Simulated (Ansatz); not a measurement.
## Run report: Zn₁₈H, geometry relaxation (part 2 of 2)

Continued. System: Zn₁₈H (defect cell, 19 atoms in the cell). Method: DFT PBE, scalar-relativistic, plane waves, PAW, no spin polarisation (Ansatz 0.2.0); cutoff 420 eV, 4×4×4 k-mesh, Gaussian smearing of 0.1 eV. The structure derives from an entry of the Crystallography Open Database. It belongs to a series of runs on one base structure; here: H interstitial, charge +0, atoms relaxed.

Output, continued:
```
  k-point 1: bands = ["0.7900", "1.9147", "2.3331", "2.4654", "2.5704", "2.6173", "2.6373", "2.6695", "2.7081", "2.7399", "2.7505", "2.7560", "2.7665", "2.8159", "2.8401", "2.8872", "2.8904", "2.9087", "2.9352", "2.9431", "2.9603", "2.9833", "2.9874", "3.0173", "3.0221", "3.0328", "3.0811", "3.0939", "3.1090", "3.1355", "3.1461", "3.1550", "3.1985", "3.2055", "3.2083", "3.2464", "3.2601", "3.2637", "3.2766", "3.3140", "3.3492", "3.3671", "3.3679", "3.4153", "3.4167", "3.4208", "3.4342", "3.4423", "3.4706", "3.4737", "3.4937", "3.5067", "3.5294", "3.5322", "3.5482", "3.5709", "3.5738", "3.6218", "3.6339", "3.6346", "3.6482", "3.6617", "3.6667", "3.6678", "3.6790", "3.7053", "3.7126", "3.7131", "3.7355", "3.7430", "3.7488", "3.7555", "3.7805", "3.7927", "3.8169", "3.8333", "3.8350", "3.8425", "3.8541", "3.8652", "3.8781", "3.8849", "3.8889", "3.9021", "3.9057", "3.9333", "3.9423", "3.9497", "4.0061", "4.0109", "4.0296", "4.1011", "4.7975", "5.1528", "5.2367", "5.4419", "5.5911", "5.5922", "5.7219", "7.2554", "7.5322", "7.8237", "8.9198", "9.2216", "9.6410", "9.8571", "10.0292", "10.6340", "11.3123", "11.5290", "12.3116", "12.7113", "12.8114", "12.9722", "13.0457", "13.3254", "13.5053", "13.5067", "14.0993", "14.2605", "14.9070", "15.0321", "16.0740", "16.3325", "16.7438", "17.0792", "17.2320", "17.3733", "17.5588", "17.6871", "17.8129"]
  k-point 2: bands = ["1.0844", "1.6523", "2.2703", "2.5380", "2.5983", "2.6227", "2.6572", "2.7406", "2.7562", "2.7816", "2.7867", "2.8161", "2.8247", "2.8564", "2.8587", "2.8775", "2.8993", "2.9140", "2.9181", "2.9219", "2.9492", "2.9629", "2.9897", "3.0025", "3.0330", "3.0362", "3.0596", "3.0624", "3.0910", "3.1034", "3.1072", "3.1302", "3.1539", "3.1605", "3.1748", "3.2147", "3.2211", "3.2366", "3.2469", "3.2814", "3.3047", "3.3263", "3.3547", "3.3584", "3.3788", "3.3944", "3.4037", "3.4354", "3.4473", "3.4481", "3.4802", "3.4819", "3.4904", "3.5105", "3.5271", "3.5458", "3.5589", "3.5697", "3.5801", "3.5975", "3.6186", "3.6390", "3.6449", "3.6538", "3.6738", "3.6945", "3.7000", "3.7306", "3.7323", "3.7405", "3.7472", "3.7660", "3.7672", "3.7775", "3.7861", "3.7899", "3.8025", "3.8209", "3.8218", "3.8493", "3.8631", "3.8827", "3.8890", "3.9020", "3.9226", "3.9259", "3.9885", "4.0065", "4.0211", "4.0374", "4.0754", "4.1556", "4.5186", "4.6912", "5.1284", "5.8078", "6.0468", "6.7273", "7.1050", "7.3826", "7.5066", "7.5367", "8.4573", "8.7415", "9.1419", "9.6719", "9.8269", "11.0441", "11.3864", "11.5137", "11.5511", "11.9408", "12.6029", "12.6098", "12.7455", "12.7516", "13.5742", "13.7982", "14.6254", "14.8177", "14.8362", "15.0654", "16.5154", "16.9090", "17.0276", "17.1501", "17.1664", "17.2185", "17.3522", "17.4955", "18.2060"]
  k-point 31: bands = ["1.0836", "1.6536", "2.2702", "2.5380", "2.5983", "2.6231", "2.6575", "2.7407", "2.7560", "2.7813", "2.7871", "2.8160", "2.8247", "2.8563", "2.8591", "2.8774", "2.8987", "2.9142", "2.9177", "2.9214", "2.9493", "2.9627", "2.9902", "3.0023", "3.0333", "3.0360", "3.0599", "3.0621", "3.0902", "3.1033", "3.1070", "3.1305", "3.1536", "3.1601", "3.1743", "3.2153", "3.2212", "3.2368", "3.2469", "3.2820", "3.3049", "3.3264", "3.3542", "3.3583", "3.3796", "3.3942", "3.4039", "3.4355", "3.4476", "3.4480", "3.4808", "3.4812", "3.4909", "3.5106", "3.5270", "3.5459", "3.5589", "3.5698", "3.5799", "3.5973", "3.6189", "3.6391", "3.6446", "3.6536", "3.6737", "3.6939", "3.6999", "3.7303", "3.7319", "3.7406", "3.7476", "3.7663", "3.7674", "3.7779", "3.7856", "3.7901", "3.8023", "3.8210", "3.8213", "3.8493", "3.8632", "3.8825", "3.8889", "3.9019", "3.9227", "3.9265", "3.9887", "4.0061", "4.0213", "4.0374", "4.0754", "4.1556", "4.5183", "4.6914", "5.1283", "5.8071", "6.0470", "6.7275", "7.1049", "7.3838", "7.5063", "7.5367", "8.4575", "8.7413", "9.1424", "9.6711", "9.8270", "11.0453", "11.3857", "11.5139", "11.5515", "11.9417", "12.6036", "12.6083", "12.7454", "12.7501", "13.5738", "13.7987", "14.6253", "14.8170", "14.8355", "15.0652", "16.5155", "16.9112", "17.0294", "17.1499", "17.1663", "17.2193", "17.3519", "17.4948", "18.2051"]
--- Relaxed structure (5 steps of the walk, 5 accepted, 0 SCFs on fresh bases) ---
  F+E_penalty+E_count = -59757.43044373 eV   max|allowed force component| = 1.570e-2 eV/Å
  atoms:
    - { symbol: Zn, position: [0.5317077559545003, 0.19598262414088716, 0.5283070034490117] }
    - { symbol: Zn, position: [0.1937999298582705, 0.1959912300952952, 0.8662262295843534] }
    - { symbol: Zn, position: [0.5319263512430001, 0.5291976796515833, 0.19542512488419012] }
    - { symbol: Zn, position: [0.8442490632038995, 0.179567084455735, 0.17881440857822806] }
    - { symbol: Zn, position: [0.19685405389814778, 0.5319569430704251, 0.5312833181517712] }
    - { symbol: Zn, position: [0.511191973955605, 0.846308921795659, 0.8456304789213792] }
    - { symbol: Zn, position: [0.8611634956001302, 0.5294410330775823, 0.8667621059031212] }
    - { symbol: Zn, position: [0.19396408981905947, 0.8671595723534082, 0.19543263838900388] }
    - { symbol: Zn, position: [0.8611628179523193, 0.8674767270268957, 0.5287141603521179] }
    - { symbol: Zn, position: [0.8099491198115768, 0.4934189230899242, 0.49279379006503105] }
    - { symbol: Zn, position: [0.4625483476875279, 0.4625689302354045, 0.7968686260066679] }
    - { symbol: Zn, position: [0.8003806920511443, 0.8039583615401489, 0.1348830307052012] }
    - { symbol: Zn, position: [0.15785074182474473, 0.49284392053050285, 0.14408489725196563] }
    - { symbol: Zn, position: [0.46268827014889524, 0.7976133340028597, 0.46203098493589484] }
    - { symbol: Zn, position: [0.8002676518545051, 0.13549825163213336, 0.8032235412019143] }
    - { symbol: Zn, position: [0.12779764940748967, 0.7978189482723732, 0.7972164466778846] }
    - { symbol: Zn, position: [0.4686942171472226, 0.1353288930606066, 0.13459974686496579] }
    - { symbol: Zn, position: [0.15747490382687443, 0.14455677034741748, 0.4918428177720106] }
    - { symbol: H, position: [0.9798108217550862, 0.3160680274211562, 0.3149678176052853] }
```

Trajectory as extended XYZ (Å, eV, eV/Å), 5 frames, from step=1 to step=5:
```
19
Lattice="0.0000 -4.5593 5.1119 3.9485 2.2796 5.1119 -3.9485 2.2796 5.1119" Properties=species:S:1:pos:R:3:forces:R:3 step=1 energy=-59757.03434
Zn   -1.3162   -0.7599    6.3899    0.0040   0.0680  -0.0230
Zn   -2.6323    1.5198    6.3899    0.0511   0.0059   0.0008
Zn    1.3162   -0.7599    6.3899    0.0086   0.0746  -0.0310
Zn    0.0000   -3.0395    6.3899   -0.0250  -0.0596  -1.1706
Zn    0.0000    1.5198    6.3899   -0.0018  -0.0076  -0.0009
Zn    0.0000    1.5198   11.5018   -0.0008   0.0031  -0.0738
Zn   -1.3162   -0.7599   11.5018    0.0524  -0.0300  -0.0169
Zn    2.6323    1.5198    6.3899   -0.0466   0.0143   0.0042
Zn    1.3162   -0.7599   11.5018   -0.0306  -0.0377  -0.0058
Zn    0.0000   -1.5198    8.9458   -0.0462   1.3610   0.7537
Zn   -1.3162    0.7599    8.9458    0.0386  -0.0136  -0.0571
Zn    2.6323   -1.5198    8.9458    0.1500   0.0849   0.0399
Zn    1.3162    0.7599    3.8339    0.7155  -0.4863   0.4318
Zn    1.3162    0.7599    8.9458   -0.0441  -0.0292  -0.0556
Zn   -2.6323   -1.5198    8.9458   -0.1154   0.0672   0.0344
Zn    0.0000    3.0395    8.9458   -0.0174  -0.0184  -0.0546
Zn    0.0000   -1.5198    3.8339    0.0014  -0.0800   0.0305
Zn   -1.3162    0.7599    3.8339   -0.6093  -0.3863   0.3439
H     0.0539   -2.9068    8.1041   -0.0846  -0.5301  -0.1497
19
Lattice="0.0000 -4.5593 5.1119 3.9485 2.2796 5.1119 -3.9485 2.2796 5.1119" Properties=species:S:1:pos:R:3:forces:R:3 step=2 energy=-59757.26319
Zn   -1.3136   -0.7511    6.3827   -0.0040   0.0065   0.0273
Zn   -2.6275    1.5272    6.3887    0.0036   0.0032   0.0385
Zn    1.3194   -0.7505    6.3809    0.0075   0.0080   0.0240
Zn    0.0017   -3.0353    6.2946   -0.0037  -0.0088  -0.5826
Zn    0.0021    1.5245    6.3945   -0.0023  -0.0068   0.0345
Zn    0.0026    1.5265   11.4794   -0.0009  -0.0008  -0.0383
Zn   -1.3110   -0.7555   11.4966    0.0077  -0.0003   0.0295
Zn    2.6322    1.5276    6.3898   -0.0039   0.0056   0.0403
Zn    1.3172   -0.7563   11.4994   -0.0026  -0.0040   0.0345
Zn   -0.0027   -1.4917    8.9977   -0.0123   0.6309   0.4037
Zn   -1.3142    0.7549    8.9358    0.0142  -0.0071  -0.0950
Zn    2.6415   -1.5166    8.9511    0.0488   0.0278  -0.0237
Zn    1.3432    0.7373    3.8874    0.3034  -0.1873   0.2248
Zn    1.3110    0.7532    8.9367   -0.0133  -0.0161  -0.0928
Zn   -2.6408   -1.5180    8.9501   -0.0356   0.0201  -0.0275
Zn   -0.0031    3.0347    8.9378   -0.0077   0.0044  -0.0903
Zn   -0.0009   -1.5263    3.8373   -0.0001  -0.0179  -0.0327
Zn   -1.3482    0.7374    3.8886   -0.2394  -0.1424   0.1754
H     0.0449   -2.9288    8.0960   -0.0596  -0.3151  -0.0496
19
Lattice="0.0000 -4.5593 5.1119 3.9485 2.2796 5.1119 -3.9485 2.2796 5.1119" Properties=species:S:1:pos:R:3:forces:R:3 step=3 energy=-59757.39105
Zn   -1.3124   -0.7509    6.3993    0.0035  -0.0625   0.0105
Zn   -2.6286    1.5346    6.4115   -0.0478   0.0224   0.0056
Zn    1.3223   -0.7495    6.3961   -0.0077  -0.0649   0.0125
Zn    0.0042   -3.0297    6.1782    0.0043   0.0090  -0.0942
Zn    0.0029    1.5258    6.4300    0.0005   0.0020  -0.0091
Zn    0.0043    1.5305   11.4367    0.0011   0.0006  -0.0696
Zn   -1.3110   -0.7509   11.5149   -0.0547   0.0258   0.0085
Zn    2.6361    1.5355    6.4137    0.0458   0.0186   0.0047
Zn    1.3218   -0.7527   11.5202    0.0460   0.0283   0.0057
Zn   -0.0026   -1.4629    9.0849    0.0116   0.0242   0.1132
Zn   -1.3110    0.7542    8.8785   -0.0177   0.0021  -0.0443
Zn    2.6492   -1.5101    8.9212   -0.0517  -0.0292  -0.0187
Zn    1.3712    0.7225    3.9734   -0.0341   0.0496   0.0638
Zn    1.3092    0.7504    8.8807    0.0208   0.0068  -0.0441
Zn   -2.6438   -1.5130    8.9182    0.0386  -0.0228  -0.0197
Zn   -0.0043    3.0381    8.8839    0.0063   0.0148  -0.0434
Zn    0.0002   -1.5236    3.8025   -0.0007   0.0260  -0.0231
Zn   -1.3773    0.7217    3.9739    0.0592   0.0508   0.0503
H     0.0235   -2.9766    8.1076   -0.0236  -0.1020   0.0917
19
Lattice="0.0000 -4.5593 5.1119 3.9485 2.2796 5.1119 -3.9485 2.2796 5.1119" Properties=species:S:1:pos:R:3:forces:R:3 step=4 energy=-59757.42670
Zn   -1.3104   -0.7714    6.4175   -0.0098   0.0022   0.0065
Zn   -2.6438    1.5407    6.4199   -0.0026  -0.0130   0.0041
Zn    1.3173   -0.7714    6.4208    0.0080   0.0015   0.0071
Zn    0.0035   -3.0312    6.1750    0.0005   0.0020  -0.0725
Zn    0.0023    1.5250    6.4564    0.0007   0.0013  -0.0159
Zn    0.0031    1.5279   11.2367    0.0006   0.0012   0.0424
Zn   -1.3308   -0.7446   11.5373    0.0054   0.0068   0.0080
Zn    2.6500    1.5408    6.4231    0.0027  -0.0132   0.0042
Zn    1.3374   -0.7453   11.5373   -0.0070   0.0081   0.0075
Zn    0.0010   -1.4501    9.1864    0.0032   0.0022   0.0036
Zn   -1.3188    0.7581    8.8199   -0.0212  -0.0043  -0.0306
Zn    2.6460   -1.5082    8.8796   -0.0145  -0.0072   0.0215
Zn    1.3748    0.7291    4.0636   -0.0068   0.0130  -0.0031
Zn    1.3224    0.7565    8.8214    0.0209  -0.0004  -0.0303
Zn   -2.6405   -1.5087    8.8763    0.0109  -0.0047   0.0221
Zn    0.0004    3.0523    8.8220    0.0035   0.0152  -0.0289
Zn    0.0023   -1.5240    3.7584    0.0004   0.0045   0.0239
Zn   -1.3717    0.7298    4.0570    0.0123   0.0126  -0.0056
H     0.0091   -3.0123    8.2166   -0.0072  -0.0279   0.0360
19
Lattice="0.0000 -4.5593 5.1119 3.9485 2.2796 5.1119 -3.9485 2.2796 5.1119" Properties=species:S:1:pos:R:3:forces:R:3 step=5 energy=-59757.43044
Zn   -1.3122   -0.7731    6.4205    0.0012  -0.0004   0.0013
Zn   -2.6464    1.5379    6.4206    0.0001   0.0010   0.0012
Zn    1.3179   -0.7733    6.4233   -0.0015  -0.0004   0.0011
Zn    0.0030   -3.0322    6.1477   -0.0001  -0.0005  -0.0139
Zn    0.0027    1.5263    6.4415    0.0000   0.0001   0.0157
Zn    0.0027    1.5264   11.2622    0.0000   0.0002  -0.0106
Zn   -1.3319   -0.7434   11.5394   -0.0011  -0.0011   0.0011
Zn    2.6523    1.5380    6.4234    0.0000   0.0010   0.0012
Zn    1.3376   -0.7435   11.5394    0.0010  -0.0008   0.0012
Zn    0.0025   -1.4446    9.1818    0.0001   0.0095  -0.0038
Zn   -1.3200    0.7622    8.8026    0.0047   0.0033   0.0001
Zn    2.6418   -1.5089    8.8907   -0.0033  -0.0017   0.0016
Zn    1.3771    0.7323    4.0628    0.0085  -0.0048  -0.0031
Zn    1.3250    0.7620    8.8044   -0.0045   0.0035   0.0001
Zn   -2.6365   -1.5087    8.8895    0.0037  -0.0020   0.0018
Zn    0.0024    3.0535    8.8069    0.0003  -0.0056   0.0001
Zn    0.0029   -1.5216    3.7758   -0.0001   0.0050   0.0020
Zn   -1.3712    0.7328    4.0582   -0.0086  -0.0049  -0.0026
H     0.0043   -3.0287    8.2345   -0.0004  -0.0015   0.0055
```

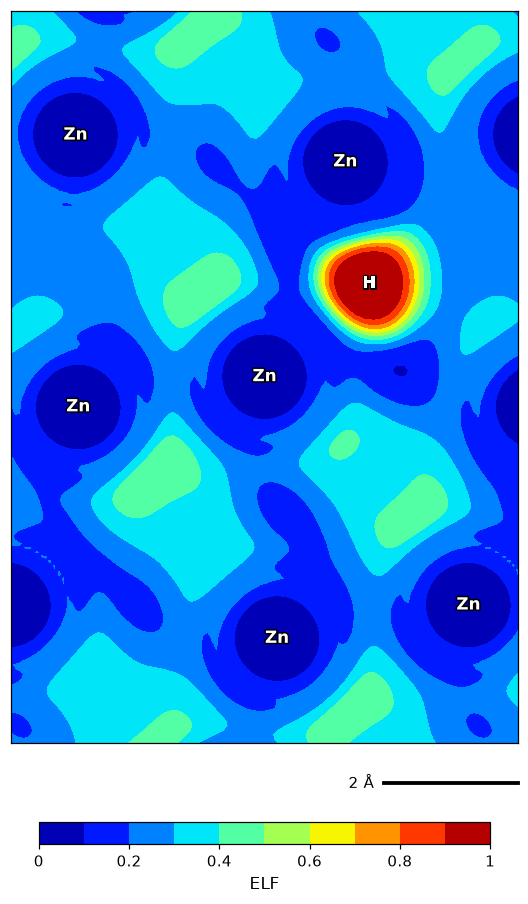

Figure 1. Electron localisation function on the (11̄0) plane of the calculation cell. The plane passes through Zn and H nuclei. Zn–H (1.85 Å): the ELF climbs to about 1 towards the hydrogen, as it does in any bond to H. Zn–Zn (2.81 Å): the ELF is about 0.25 at the midpoint; no shared electron pair. In a PAW calculation such maps are meaningful between the atoms, not at the nuclei.

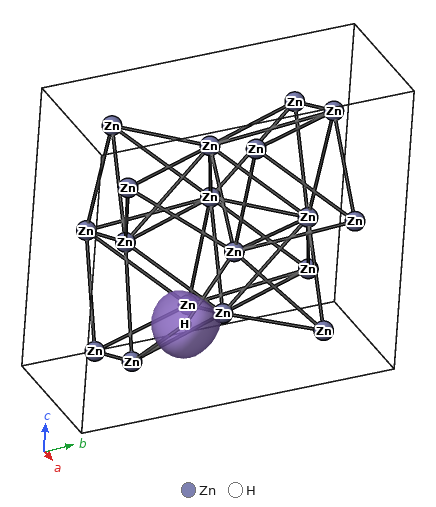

Figure 2. Isosurface of the ELF at 0.6 (purple), seen slightly off an axis. Core shells and regions of very low density are left out. Sticks mark near contacts. The outline is the calculation cell. Along the contacts the grid gives the following. Zn–H (1.84 Å): the ELF climbs to about 1 towards the hydrogen. Zn–Zn (2.60 Å): the ELF is about 0.35 at the midpoint (no localised pair between them).

The run was set up as follows.

Input:
```yaml
crystal:
  lattice:
    - [0.0, -4.5592968417, 5.1118930802]
    - [3.9484668883, 2.2796484209, 5.1118930802]
    - [-3.9484668883, 2.2796484209, 5.1118930802]
  atoms:
    - { symbol: Zn, position: [0.5277777778, 0.1944444444, 0.5277777778] }
    - { symbol: Zn, position: [0.1944444444, 0.1944444444, 0.8611111111] }
    - { symbol: Zn, position: [0.5277777778, 0.5277777778, 0.1944444444] }
    - { symbol: Zn, position: [0.8611111111, 0.1944444444, 0.1944444444] }
    - { symbol: Zn, position: [0.1944444444, 0.5277777778, 0.5277777778] }
    - { symbol: Zn, position: [0.5277777778, 0.8611111111, 0.8611111111] }
    - { symbol: Zn, position: [0.8611111111, 0.5277777778, 0.8611111111] }
    - { symbol: Zn, position: [0.1944444444, 0.8611111111, 0.1944444444] }
    - { symbol: Zn, position: [0.8611111111, 0.8611111111, 0.5277777778] }
    - { symbol: Zn, position: [0.8055555556, 0.4722222222, 0.4722222222] }
    - { symbol: Zn, position: [0.4722222222, 0.4722222222, 0.8055555556] }
    - { symbol: Zn, position: [0.8055555556, 0.8055555556, 0.1388888889] }
    - { symbol: Zn, position: [0.1388888889, 0.4722222222, 0.1388888889] }
    - { symbol: Zn, position: [0.4722222222, 0.8055555556, 0.4722222222] }
    - { symbol: Zn, position: [0.8055555556, 0.1388888889, 0.8055555556] }
    - { symbol: Zn, position: [0.1388888889, 0.8055555556, 0.8055555556] }
    - { symbol: Zn, position: [0.4722222222, 0.1388888889, 0.1388888889] }
    - { symbol: Zn, position: [0.1388888889, 0.1388888889, 0.4722222222] }
    - { symbol: H, position: [0.953481947, 0.3227561758, 0.3091071673] }
basis:
  ecutwfc: 420
  xc_grid: 2
kpoints:
  mp_grid: { grid: [4, 4, 4], shift: [0.5, 0.5, 0.5] }
hamiltonian:
  xc: pbe
scf:
  occupations: { method: gaussian, width: 0.1 }
output:
  forces: true
  stress: false
  eigenvalues: true
  write_density: true
  write_potential: true
  elf: true
  volumetric_format: npy
relax:
  adjacent_minimum: "off"
  f_tol: 0.02
  max_steps: 60
```

Run as:
```bash
ansatz run input.yaml --threads 4 --pin off --max-ram 8192MiB --backend cpu --events-out ev --progress --plain --runs-dir out
```

Key numbers:

| quantity | value |
| --- | --- |
| outcome | converged |
| electrons treated | 217 |
| free energy | −59757.4304 eV |
| Fermi energy | 11.180 eV |
| gap on the k-point mesh | none (metallic) |
| final volume | 276.08 Å³ |
| largest force (length of the vector) at the end | 0.016 eV/Å |
| hardware | 4 threads of Arm Neoverse V1, 24 GiB of memory available, shared host |
| wall time | 5.4 min (CPU time 21 min) |
| peak memory | 1.5 GiB |
